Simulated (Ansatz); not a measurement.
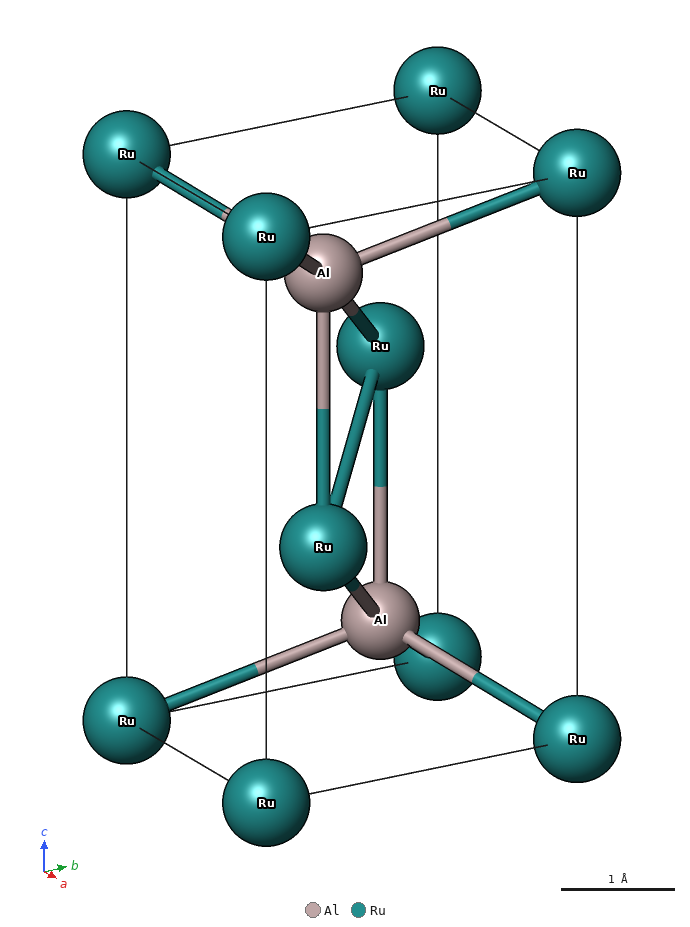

The image is a ball-and-stick drawing of a crystal, viewed slightly off an axis. The edges of the conventional unit cell are marked. Cell: a = 4.11 Å, b = 4.11 Å, c = 5.13 Å, α = 90.00°, β = 90.00°, γ = 120.00°.

Its origin is a structure type filled with these elements by a generator (whether the compound takes this form wasn't checked). Earlier steps of the study may have refined or changed the cell and positions. Ansatz was used for an electronic-structure calculation on it.

**State composition, symmetry and coordination.**

Formula: Al$_{2}$Ru$_{3}$. Space group P-3m1 (No. 164), lattice primitive hexagonal. The cell comprises 1 formula unit: 2 Al, 3 Ru. The coordination, counted out to bonding distance, is Al 11 and Ru 6 to 8 (mean 7.3). Not all metal-metal contacts are counted.

Calculation details: DFT PBE, scalar-relativistic, plane waves, PAW (Ansatz 0.2.0); an energy cutoff of 420 eV, a 12×12×8 mesh of k-points, Gaussian smearing of 0.1 eV, no spin polarisation.

**What is the electronic character?**

A metal: bands cross the Fermi level.

**Predict the Bader charges.**

Al +1.90 e; Ru -1.79 to -1.01 e.

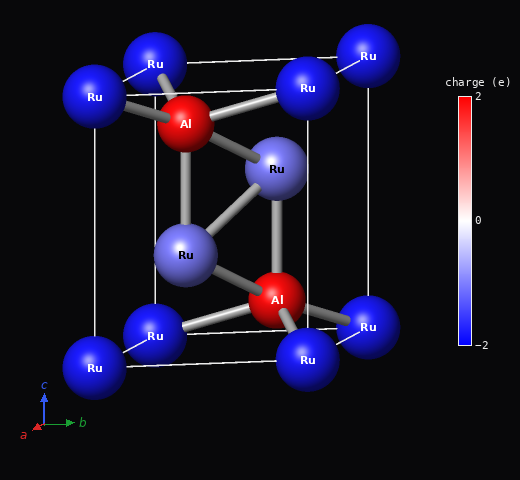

The atoms coloured by those charges. The run's cell of 5 atoms is drawn.

**Is the structure relaxed at this level of theory?**

Yes. The largest force is 0.01 eV/Å. The pressure is 0.0 GPa, close to zero.
